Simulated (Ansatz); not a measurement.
# MoS: geometry relaxation

MoS (Fm-3m, 2 atoms in the cell), computed with DFT PBEsol, scalar-relativistic, plane waves, PAW, no spin polarisation (Ansatz 0.2.0).

The structure was built on a prototype by a generator; it need not be a known phase. Figures and captions count atoms from 1; the log counts them from 0 in places.

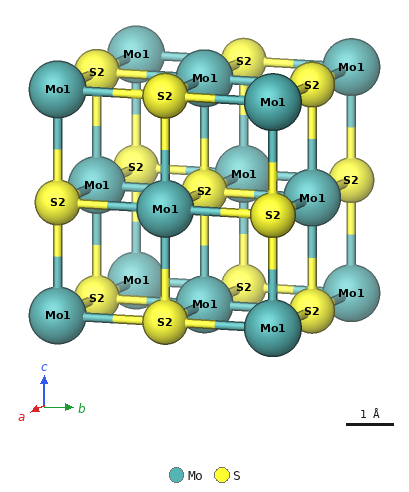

The input geometry (ball-and-stick view of the cell 4 times as large as that of the calculation, set on its symmetry axes, seen slightly off an axis; atoms are numbered from 1 in the order of the input). An atom can appear more than once, as a periodic image.

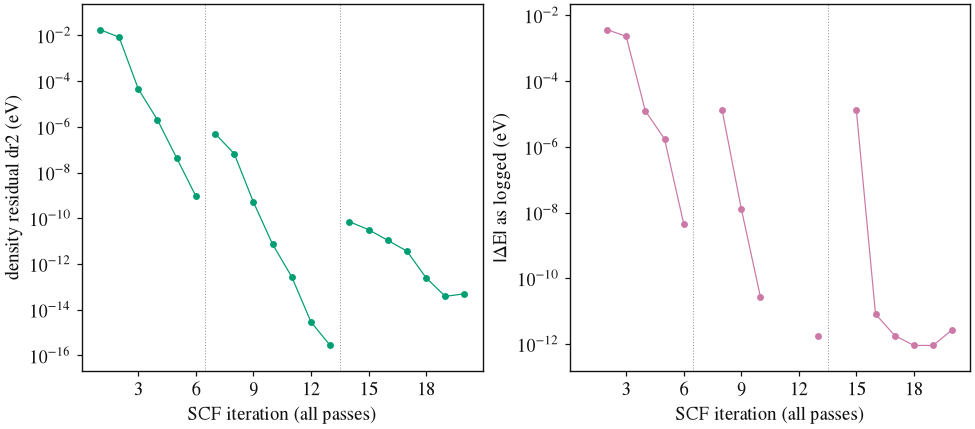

Convergence of the self-consistent field: density residual dr2 and size of the energy change against the SCF iteration. The dotted lines part the SCF passes of the relaxation: geometry steps, rejected trials and re-solves on a re-selected basis. The passes take 6, 7 and 7 iterations.

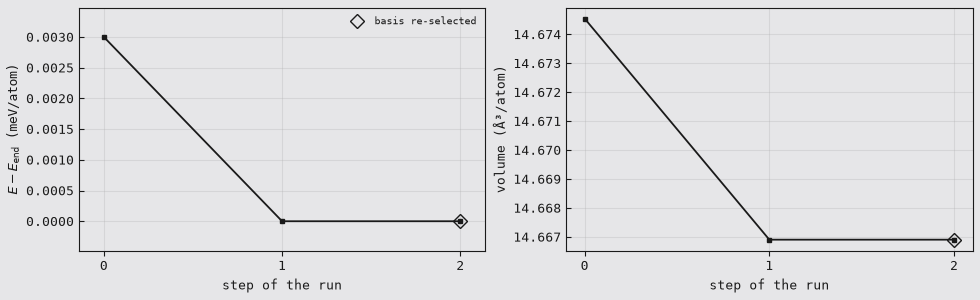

Progress of the relaxation, step by step (the first geometry is step 0 here and step 1 in the log). The energy falls by next to nothing (0.0 meV per atom) in 1 geometry step. All forces vanish by symmetry, so only the cell relaxes. The pressure goes from −0.09 to 0.01 GPa. The atoms keep their places (all moves are under 0.005 Å). The lattice vectors keep their values. The space group stays Fm-3m (No. 225). A last SCF at the same geometry on a re-selected plane-wave basis shifts the energy by next to nothing (0.0 meV per atom).

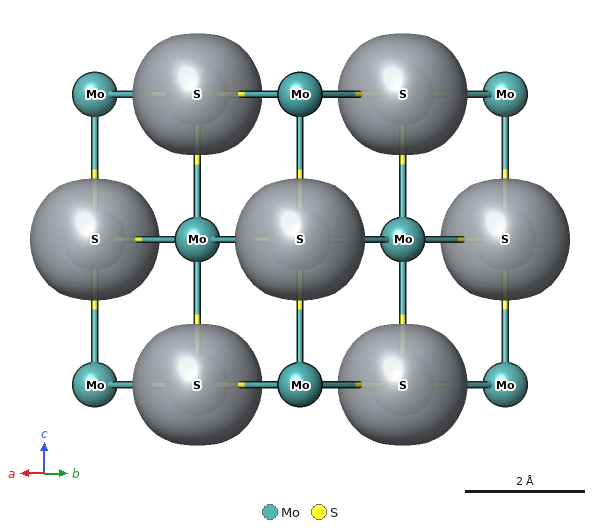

Isosurface of the ELF at 0.65 (grey), seen along [110]. Core shells and regions of very low density are left out. Sticks mark near contacts. The outline is the cell set on symmetry axes. Along the contacts the grid gives the following. Mo–S (2.45 Å): the ELF is about 0.30 at the midpoint. Core electrons are frozen (PAW), so the fields are smoothed inside the atomic spheres.

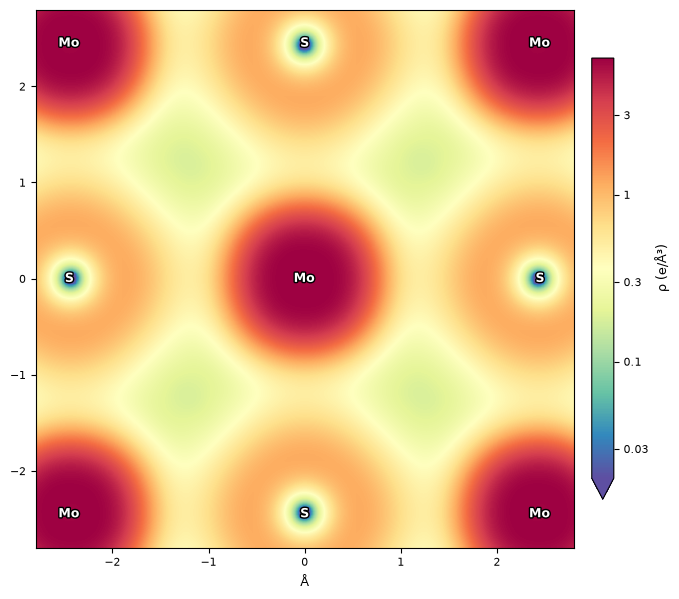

Valence electron density on the (010) plane of the conventional cell. Atoms in the plane: Mo and S. Mo–S (2.45 Å): ρ is about 0.5 e/Å³ halfway. Away from the nuclei the density in this plane falls to 0.18 e/Å³ at its lowest.

These pictures come from the run below.

The input:
```yaml
crystal:
  lattice:
    - [0.0, 2.4482445688, 2.4482445688]
    - [2.4482445688, 0.0, 2.4482445688]
    - [2.4482445688, 2.4482445688, 0.0]
  atoms:
    - { symbol: Mo, position: [0.0, 0.0, 0.0] }
    - { symbol: S, position: [0.5, 0.5, 0.5] }
basis:
  ecutwfc: 420
kpoints:
  mp_grid: { grid: [14, 14, 14] }
hamiltonian:
  xc: pbesol
scf:
  occupations: { method: gaussian, width: 0.1 }
output:
  forces: true
  stress: true
  eigenvalues: true
  write_density: true
  write_potential: true
  elf: true
  volumetric_format: npy
relax:
  adjacent_minimum: "off"
  f_tol: 0.01
  max_steps: 80
  cell: { stress_tol: 0.05 }
```

Command:
```bash
ansatz run input.yaml --threads 1 --pin off --max-ram 2560MiB --backend cpu --events-out ev --progress --plain --runs-dir out
```

The program's output:
```
Engine: ansatz 0.2.0, x86_64-unknown-linux-gnu
Pseudopotentials: kind: paw
Pseudopotential: Mo, paw, valence charge 14, recommended cutoff 420 eV (normal), Mo.paw.azcp
Pseudopotential: S, paw, valence charge 6, recommended cutoff 420 eV (normal), S.paw.azcp
Functional definition: PBEsol
  exchange = pbesol_x
  correlation = pbesol_c
Crystal: 2 atoms, lattice volume = 29.349 Å³
Basis set: ecut = 420 eV, 537 PW (Γ), exchange–correlation on 48×48×48 points (8 copies of the dense FFT grid, shifted against one another)
Bands: 14, of which v1, the nominal top of the filled ones, is band 10 counted from 1 (9 counted from 0)
Symmetry: 48 space group operations
Space group: Fm-3m (ITA 225), of the structure as read, at distance tolerance 3.1e-5 Å
k-points: 104 of 2744
Non-local potential: Mo, projectors of the file, l = 0: 3, l = 1: 2, l = 2: 2, l = 3: 1
Non-local potential: S, projectors of the file, l = 0: 2, l = 1: 2, l = 2: 2
PAW form: soft (Blöchl's): semilocal exchange-correlation on the pseudo side does not see the compensation charge
PAW frozen core: Mo, regenerated for the run's functional, and the local potential with it (the file was generated under x = pbe(κ = 0.804, μ = 0.2195149727645171), c = pbe(β = 0.06672455060314922))
PAW frozen core: S, regenerated for the run's functional, and the local potential with it (the file was generated under x = pbe(κ = 0.804, μ = 0.2195149727645171), c = pbe(β = 0.06672455060314922))
PAW one-centre angular grid: Mo, 590 points (default); XC on 64 Gauss nodes
PAW one-centre angular grid: S, 110 points (default); XC on 64 Gauss nodes
Initial density: superposition of atomic densities (neutral atoms: chi_scale 0, normalization atom), corrected by the library's trained network
Initial wavefunctions: pseudopotential atomic-orbital guess
Functional: x = pbesol(κ = 0.804, μ = 0.12345679012345678), c = pbesol(β = 0.046)
SCF iter   1: F=—  HF=-5782.204042 eV  |F-HF|=—  |Δ(HF+E_count)|=         —  Δρ=6.74e-3  dr2=1.80e-2  ethr=1.77e-3  ⟨swp⟩=5.0  Hψ=8277  notcnv=0
preconditioner: auto → none  [metal: Δε(μ)=0.034 eV  Ē_g=8.663 eV  σ=0.100 eV  W_gap=0.19  n_scr=8 (ndim 8)  ℏωp=23.7 eV  f_vac=0.000  D(μ)=2.55/eV (n_scr^D=26)  sad-step TF]
SCF iter   2: F=—  HF=-5782.200354 eV  |F-HF|=—  |Δ(HF+E_count)|=   3.69e-3  Δρ=4.38e-3  dr2=8.40e-3  ethr=9.02e-5  ⟨swp⟩=1.0  Hψ=2288  notcnv=0
SCF iter   3: F=—  HF=-5782.198044 eV  |F-HF|=—  |Δ(HF+E_count)|=   2.31e-3  Δρ=4.64e-4  dr2=4.55e-5  ethr=4.20e-5  ⟨swp⟩=2.1  Hψ=1911  notcnv=0
SCF iter   4: F=—  HF=-5782.198032 eV  |F-HF|=—  |Δ(HF+E_count)|=   1.24e-5  Δρ=9.55e-5  dr2=2.01e-6  ethr=2.27e-7  ⟨swp⟩=2.2  Hψ=2479  notcnv=0
iter 5 did not close the SCF: its close was put off for the readings that it lacked (scf_convergence_deferred on its scf_iter line)
SCF iter   5: F=-5782.198033 eV  HF=-5782.198033 eV  |F-HF|=2.84e-8  |Δ(HF+E_count)|=   1.75e-6  Δρ=1.40e-5  dr2=4.34e-8  ethr=1.00e-8  ⟨swp⟩=2.8  Hψ=2316  notcnv=0
SCF iter   6: F=-5782.198033 eV  HF=-5782.198033 eV  |F-HF|=5.46e-12  |Δ(HF+E_count)|=   4.61e-9  Δρ=3.00e-6  dr2=9.31e-10  ethr=2.17e-10  ⟨swp⟩=5.3  Hψ=7848  notcnv=0
SCF 1 converged in 6 iterations: F = -5782.198033 eV  dr2 = 9.31e-10
  greatest PAW one-centre occupation: 0.999 electrons in one spin orbital (limit 2), on the Mo atom at site 0 (counted from 0), in its partial waves of l = 0
relax step   1: F+E_penalty+E_count = -5782.19803343 eV  Δ(F+E_penalty+E_count) = +0.000e0 eV  max|allowed force component| = 3.090e-30 eV/Å  Δτ_max = 0.0000 Å  P = -0.093 GPa  Ω = 29.349 Å³  (6 SCF iters, dr2 threshold 1.00e-7 eV, accepted)
Crystal: 2 atoms, lattice volume = 29.334 Å³
Initial density: handed on by an earlier stage of this run
Initial wavefunctions: those handed on with the density
iter 1 solved again at ethr=2.47e-9 eV; its pass at ethr=3.10e-3 eV (dr2=4.95e-7 eV) is discarded
SCF iter   1: F=—  HF=-5782.198053 eV  |F-HF|=—  |Δ(HF+E_count)|=         —  Δρ=3.49e-5  dr2=5.10e-7  ethr=2.47e-9  ⟨swp⟩=2.0  Hψ=8942  notcnv=0
preconditioner: auto → none  [metal: Δε(μ)=0.012 eV  Ē_g=8.683 eV  σ=0.100 eV  W_gap=0.07  n_scr=8 (ndim 8)  ℏωp=23.7 eV  f_vac=0.000  D(μ)=2.56/eV (n_scr^D=26)]
SCF iter   2: F=—  HF=-5782.198039 eV  |F-HF|=—  |Δ(HF+E_count)|=   1.33e-5  Δρ=1.39e-5  dr2=6.68e-8  ethr=2.47e-9  ⟨swp⟩=1.8  Hψ=1883  notcnv=0
iter 3 did not close the SCF: its close was put off for the readings that it lacked (scf_convergence_deferred on its scf_iter line)
SCF iter   3: F=-5782.198039 eV  HF=-5782.198039 eV  |F-HF|=1.29e-10  |Δ(HF+E_count)|=   1.33e-8  Δρ=1.65e-6  dr2=5.13e-10  ethr=3.34e-10  ⟨swp⟩=2.0  Hψ=1849  notcnv=0
iter 4 did not close the SCF: its close was put off for the readings that it lacked (scf_convergence_deferred on its scf_iter line)
SCF iter   4: F=-5782.198039 eV  HF=-5782.198039 eV  |F-HF|=3.64e-12  |Δ(HF+E_count)|=  2.73e-11  Δρ=2.13e-7  dr2=7.31e-12  ethr=2.57e-12  ⟨swp⟩=2.4  Hψ=2111  notcnv=0
iter 5 did not close the SCF: its close was put off for the readings that it lacked (scf_convergence_deferred on its scf_iter line)
SCF iter   5: F=-5782.198039 eV  HF=-5782.198039 eV  |F-HF|=9.09e-13  |Δ(HF+E_count)|=    0.00e0  Δρ=6.49e-8  dr2=2.72e-13  ethr=1.00e-12  ⟨swp⟩=1.0  Hψ=1456  notcnv=0
iter 6 did not close the SCF: its close was put off for the readings that it lacked (scf_convergence_deferred on its scf_iter line)
SCF iter   6: F=-5782.198039 eV  HF=-5782.198039 eV  |F-HF|=9.09e-13  |Δ(HF+E_count)|=    0.00e0  Δρ=6.04e-9  dr2=2.93e-15  ethr=1.00e-12  ⟨swp⟩=1.0  Hψ=1456  notcnv=0
SCF iter   7: F=-5782.198039 eV  HF=-5782.198039 eV  |F-HF|=0.00e0  |Δ(HF+E_count)|=  1.82e-12  Δρ=1.15e-9  dr2=2.74e-16  ethr=1.00e-12  ⟨swp⟩=2.2  Hψ=4417  notcnv=0
SCF 2 converged in 7 iterations: F = -5782.198039 eV  dr2 = 2.74e-16
relax step   2: F+E_penalty+E_count = -5782.19803938 eV  Δ(F+E_penalty+E_count) = -5.952e-6 eV  max|allowed force component| = 1.397e-30 eV/Å  Δτ_max = 0.0000 Å  P = +0.008 GPa  Ω = 29.334 Å³  energy of the carried Pulay correction = +1.886e-6 eV  (7 SCF iters, accepted)
Initial wavefunctions: pseudopotential atomic-orbital guess (no wavefunctions were taken with the density)
iter 1 solved again at ethr=4.76e-8 eV; its pass at ethr=3.10e-3 eV (dr2=9.53e-6 eV) is discarded
SCF iter   1: F=—  HF=-5782.198052 eV  |F-HF|=—  |Δ(HF+E_count)|=         —  Δρ=5.53e-7  dr2=7.11e-11  ethr=4.76e-8  ⟨swp⟩=3.0  Hψ=12612  notcnv=0
eigensolver tolerance schedule: the retry pair's looser diagonalisation over-reported the residual by 134009.73 of it (diagonalisation noise at an unbounded share of the residual, at the tolerance the schedule requests for it); recorded, not acted on — ethr = c·dr2/N_el stays at c = 1.0e-1
preconditioner: auto → none  [metal: Δε(μ)=0.013 eV  Ē_g=8.682 eV  σ=0.100 eV  W_gap=0.07  n_scr=8 (ndim 8)  ℏωp=23.7 eV  f_vac=0.000  D(μ)=2.56/eV (n_scr^D=26)]
SCF iter   2: F=—  HF=-5782.198039 eV  |F-HF|=—  |Δ(HF+E_count)|=   1.31e-5  Δρ=3.52e-7  dr2=3.19e-11  ethr=1.00e-12  ⟨swp⟩=3.0  Hψ=2939  notcnv=0
iter 3 did not close the SCF: its close was put off for the readings that it lacked (scf_convergence_deferred on its scf_iter line)
SCF iter   3: F=-5782.198039 eV  HF=-5782.198039 eV  |F-HF|=7.28e-12  |Δ(HF+E_count)|=  8.19e-12  Δρ=2.16e-7  dr2=1.09e-11  ethr=1.00e-12  ⟨swp⟩=1.0  Hψ=1456  notcnv=0
iter 4 did not close the SCF: its close was put off for the readings that it lacked (scf_convergence_deferred on its scf_iter line)
SCF iter   4: F=-5782.198039 eV  HF=-5782.198039 eV  |F-HF|=1.82e-12  |Δ(HF+E_count)|=  1.82e-12  Δρ=1.28e-7  dr2=3.67e-12  ethr=1.00e-12  ⟨swp⟩=1.0  Hψ=1456  notcnv=0
iter 5 did not close the SCF: its close was put off for the readings that it lacked (scf_convergence_deferred on its scf_iter line)
SCF iter   5: F=-5782.198039 eV  HF=-5782.198039 eV  |F-HF|=9.09e-13  |Δ(HF+E_count)|=  9.09e-13  Δρ=3.53e-8  dr2=2.51e-13  ethr=1.00e-12  ⟨swp⟩=1.0  Hψ=1456  notcnv=0
iter 6 did not close the SCF: its close was put off for the readings that it lacked (scf_convergence_deferred on its scf_iter line)
SCF iter   6: F=-5782.198039 eV  HF=-5782.198039 eV  |F-HF|=3.64e-12  |Δ(HF+E_count)|=  9.09e-13  Δρ=1.22e-8  dr2=3.84e-14  ethr=1.00e-12  ⟨swp⟩=1.0  Hψ=1456  notcnv=0
SCF iter   7: F=-5782.198039 eV  HF=-5782.198039 eV  |F-HF|=0.00e0  |Δ(HF+E_count)|=  2.73e-12  Δρ=1.48e-8  dr2=4.97e-14  ethr=1.00e-12  ⟨swp⟩=2.0  Hψ=4047  notcnv=0
SCF 3 converged in 7 iterations: F = -5782.198039 eV  dr2 = 4.97e-14
relax step   3: F+E_penalty+E_count = -5782.19803906 eV  Δ(F+E_penalty+E_count) = +3.166e-7 eV  max|allowed force component| = 1.413e-30 eV/Å  Δτ_max = 0.0000 Å  P = +0.008 GPa  Ω = 29.334 Å³  stress off target by 7.69e-3 GPa  SCF on the basis re-selected at this cell (its energy is not comparable with the rows above)  (7 SCF iters)
basis re-selected at this cell: Δ(F+E_penalty+E_count) = +3.166e-7 eV, ΔP = -0.000 GPa vs the last step (what re-selecting the basis moved, of the pressure what is left beyond the Pulay correction that the steps carried, after the strain that the cell walked since its last selection, with what the two solves' SCF thresholds leave and, on support functions, any second-order correction that the steps lacked; it is no measure of the basis error at this ecutwfc). This SCF's stress stands 7.69e-3 GPa from its target on what of the cell is left free (relax.cell.stress_tol is 5.00e-2 GPa) and its largest allowed force component is 1.41e-30 eV/Å (relax.f_tol is 1.00e-2 eV/Å): within both
SCF converged after 7 iterations
Free energy (F): -5782.198039 eV
Harris-Foulkes:  -5782.198039 eV  (|F-HF|=0.00e0)
Internal energy: -5782.185217 eV  (E = F + TS)
E sigma→0 (E₀):  -5782.191628 eV
Entropy (-TS):   -0.012822 eV (-6.411 meV/atom)
Fermi energy:    17.392202 eV
--- Per-component energies (eV) ---
  E_band       = -61.479943
  E_kinetic    = 555.376860
  E_local      = -1017.786324  (includes V_loc(G=0)·N_el)
  E_nonlocal   = 174.986337
  E_hartree    = 347.686094
  E_xc         = -280.175049
  E_vxc        = -318.141649  (∫ρ·V_xc dr)
  E_paw        = -3728.979881  (= ΣΔE_a)
  E_vpaw       = -151.287401  (= ΣTr[D̂ρ^β])
  E_aug_tail   = 0.000044  (compensation charges beyond the density's cutoff)
  E_ewald      = -1833.564546
  E_core_change = 0.271249  (= ΣΔE_core)
  E_smearing   = -0.012822  (= −TS)
  E_closure    = -0.000000  (closes the sum)
  Σ components = -5782.198039   (vs F -5782.198039, Δ=0.00e0)
--- Forces (eV/Å), atoms counted from 1 ---
  atom   1  Mo    -0.00000000     0.00000000    -0.00000000
  atom   2  S      0.00000000    -0.00000000     0.00000000
  max |Σ_I F_I| component: 8.55e-31 eV/Å
--- Stress (GPa, compression-positive) ---
        0.007695      -0.000000      -0.000000
       -0.000000       0.007695      -0.000000
       -0.000000      -0.000000       0.007695
  P = ⅓ Tr σ = 0.0077 GPa (0.077 kbar)
--- Band table (eV; the first three rows and the last of 104) ---
  k-point 0: bands = ["-43.9877", "-18.0852", "-18.0852", "-18.0852", "0.8419", "14.4384", "14.4384", "14.4384", "14.8215", "14.8215", "14.8215", "15.2699", "15.2699", "21.1406"]
  k-point 1: bands = ["-43.9867", "-18.0979", "-18.0865", "-18.0865", "0.9222", "13.6673", "13.7342", "13.7342", "14.9603", "14.9603", "15.3191", "16.0423", "16.0423", "21.4672"]
  k-point 2: bands = ["-43.9839", "-18.1333", "-18.0902", "-18.0902", "1.1554", "12.5597", "12.8852", "12.8852", "15.2284", "15.2284", "15.7543", "17.2329", "17.2329", "22.2635"]
  k-point 103: bands = ["-43.9609", "-18.2462", "-18.2184", "-18.1765", "2.5228", "10.7705", "10.8698", "11.0473", "16.1766", "17.1717", "18.0616", "18.1961", "18.7799", "24.9783"]
--- Relaxed structure (2 steps of the walk, 2 accepted, 1 SCFs on fresh bases) ---
  F+E_penalty+E_count = -5782.19803906 eV   max|allowed force component| = 1.413e-30 eV/Å   (the final SCF, on the basis selected at the relaxed cell)
  cell:  # Å, volume = 29.3338 Å³
    - [-2.8661467685037693e-35, 2.447820428054306, 2.447820428054306]
    - [2.447820428054306, -4.4584505287836404e-35, 2.447820428054306]
    - [2.447820428054306, 2.447820428054306, -7.643058049343385e-35]
  atoms:
    - { symbol: Mo, position: [8.962569138304858e-38, -1.5364404237094043e-37, -7.682202118547023e-38] }
    - { symbol: S, position: [0.5, 0.5, 0.5] }
```

Trajectory as extended XYZ (Å, eV, eV/Å), 3 frames, from step=1 to step=3:
```
2
Lattice="0.0000 2.4482 2.4482 2.4482 0.0000 2.4482 2.4482 2.4482 0.0000" Properties=species:S:1:pos:R:3:forces:R:3 step=1 energy=-5782.19803 pressure_GPa=-0.09
Mo    0.0000    0.0000    0.0000    0.0000   0.0000   0.0000
S     2.4482    2.4482    2.4482    0.0000   0.0000   0.0000
2
Lattice="0.0000 2.4478 2.4478 2.4478 0.0000 2.4478 2.4478 2.4478 0.0000" Properties=species:S:1:pos:R:3:forces:R:3 step=2 energy=-5782.19804 pressure_GPa=0.01
Mo    0.0000    0.0000    0.0000    0.0000   0.0000   0.0000
S     2.4478    2.4478    2.4478    0.0000   0.0000   0.0000
2
Lattice="0.0000 2.4478 2.4478 2.4478 0.0000 2.4478 2.4478 2.4478 0.0000" Properties=species:S:1:pos:R:3:forces:R:3 step=3 energy=-5782.19804 pressure_GPa=0.01
Mo    0.0000    0.0000    0.0000    0.0000   0.0000   0.0000
S     2.4478    2.4478    2.4478    0.0000   0.0000   0.0000
```

Results in brief:

| quantity | value |
| --- | --- |
| outcome | converged |
| space group (tolerance 0.01 Å) | Fm-3m (225) |
| electrons treated | 20 |
| free energy | −5782.1980 eV |
| Fermi energy | 17.392 eV |
| gap on the k-point mesh | none (metallic) |
| pressure | 0.01 GPa |
| final volume | 29.33 Å³ |
| largest force (length of the vector) at the end | under 0.001 eV/Å |
| final cell | a = 3.462 Å, b = 3.462 Å, c = 3.462 Å, α = 60.00°, β = 60.00°, γ = 60.00° |
| hardware | 1 thread of Intel Xeon @ 2.50GHz (Skylake/Cascade Lake), 32 GiB of memory available, shared host |
| wall time | 9.1 s |
| peak memory | 0.38 GiB |
